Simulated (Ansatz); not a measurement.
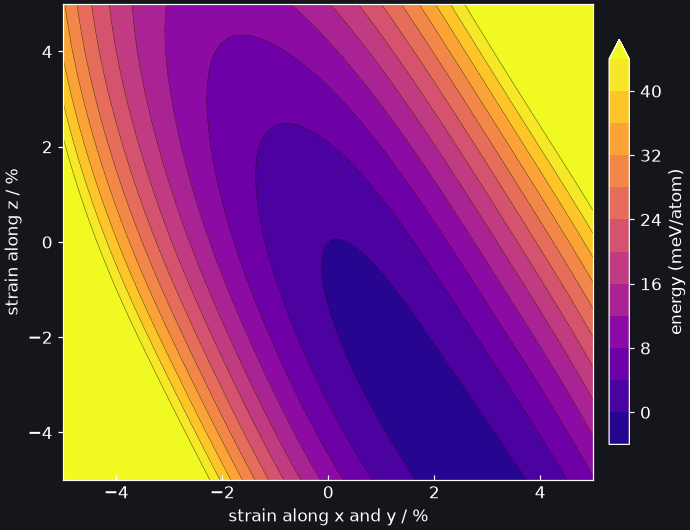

Energy landscape of Sn (I4/mmm, No. 139; 1 atom in the cell). 
- The cell is strained homogeneously, by one strain along x and y and another along z, with fractional coordinates fixed (x along [1 0 0], z along [0 0 1] of the conventional cell).
- The first coordinate is: strain along x and y; the second: strain along z.
- The grid has 5 × 5 points.
- Energies: meV/atom, counted from the unstrained cell.
- Level of theory: DFT PBEsol, scalar-relativistic, plane waves, PAW (Ansatz 0.2.0). Settings: cutoff 420 eV, k-mesh 26×26×26, gaussian smearing 0.15 eV, no spin polarisation.

In the figure: filled contours, one colour for all values above the top of the scale. Between grid points the surface is interpolated. 

Question: Describe this landscape.

Answer: The lowest grid point is at strain along x and y = 2.5 %, strain along z = −5.0 %, −1.8 meV/atom from the unstrained cell. It lies at the edge of the scanned range, so the true minimum may lie outside. Other grid points that lie below all their neighbours: strain along x and y = 0.0 %, strain along z = 0.0 % (1.8 meV/atom higher). The highest grid point, strain along x and y = −5.0 %, strain along z = −5.0 %, lies 126 meV/atom above the lowest.
